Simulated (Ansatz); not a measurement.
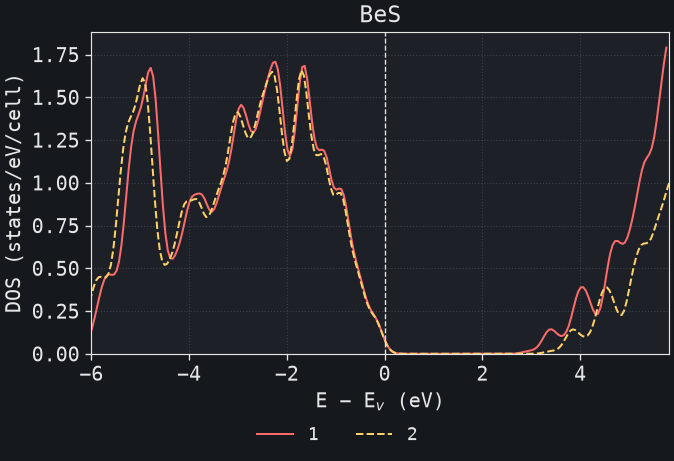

Total densities of states of BeS, space group I-4m2 (No. 119), 2 atoms in the cell, zincblende type, biaxial (xy) strain −2.2%, by two methods on the same cell. The curves are built from the levels of the k mesh with Gaussians 0.3 eV wide, which also blur the band edges. Each is counted from its own valence-band top.

### Which curve is which? The methods: PBE, r2SCAN.

1 is PBE; 2 is r2SCAN. PBE gives a gap of 2.93 eV and r2SCAN gives a gap of 3.38 eV.

Settings. PBE: DFT, PBE, plane waves, PAW, no spin polarisation, 10×10×10 k mesh, 420 eV cutoff (Ansatz 0.2.0). r2SCAN: DFT, r2SCAN, plane waves, PAW, no spin polarisation, 10×10×10 k mesh, 500 eV cutoff (Ansatz).
